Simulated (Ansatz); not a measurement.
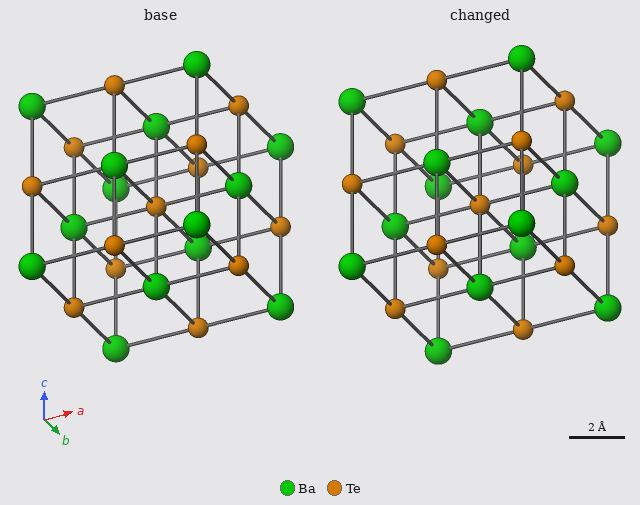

Left: a symmetric starting cell of BaTe. Right: the same structure after one change, at the same scale. A ball-and-stick model of the conventional cell (4 times the calculation's cell), seen from a free direction. Lengths and directions refer to the drawn axes.

Theory: DFT PBE, scalar-relativistic, plane waves, PAW in Ansatz 0.2.0. Settings: plane-wave cutoff 420 eV; k-point mesh 8 × 8 × 8; occupations gaussian; smearing width 0.02 eV; no spin polarisation.

Question: What was changed?

Answer: All lengths are scaled by +2.9 % (volume +9.1 %), the atoms keeping their fractional coordinates. No relaxation follows. The starting cell wasn't computed here and needn't be at equilibrium, so pressure and forces aren't due to the change alone.

Question: And its effect?

Answer: Some distances before and after: Ba–Te 3.410 → 3.510 Å. The space group stays Fm-3m (No. 225). The pressure is 0.6 GPa (not all of it need come from the change, since the unchanged cell can be under pressure at this level too). All forces vanish by symmetry.
